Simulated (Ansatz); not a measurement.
System: Fe₂Pt, space group P-3m1 (No. 164) (cell built by us, not taken from a database).

Starting cell:
```
CELL_PARAMETERS angstrom
4.18734 0.00000 0.00000
-2.09367 3.62634 0.00000
0.00000 0.00000 2.64737
ATOMIC_POSITIONS crystal
Fe 0.33333 0.66667 0.88438
Fe 0.66667 0.33333 0.11562
Pt 0.00000 0.00000 0.50000
```

How it was computed, with Ansatz 0.2.0: harmonic phonon frequencies at the zone centre with atoms at rest in the given cell, without the long-range term of polar modes, the three translations left out, imaginary frequencies are negative; plane waves with PAW datasets, Γ-centred k mesh. Level: PBE, collinear spin. The state reached is ferromagnetic.

- wave cutoff: 420 eV
- k mesh: 12×12×18
- occupations: Gaussian
- smearing width: 0.2 eV
- pressure: 0 GPa
- phonon method: linear response

Predict the zone-centre optical phonon frequencies (the three acoustic modes are left out).

No frequency is imaginary, so the structure is stable to these displacements (zone-boundary modes weren't tested here). The highest mode lies at 238.8 cm⁻¹. The optical modes lie at 118.7, 141.9, 184.6 (×2), 238.8 (×2) cm⁻¹.

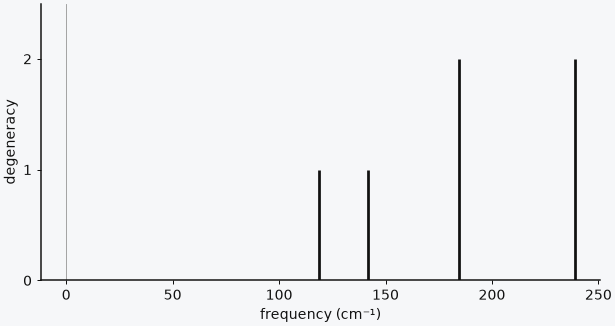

Note: metal sensitive to the k mesh.
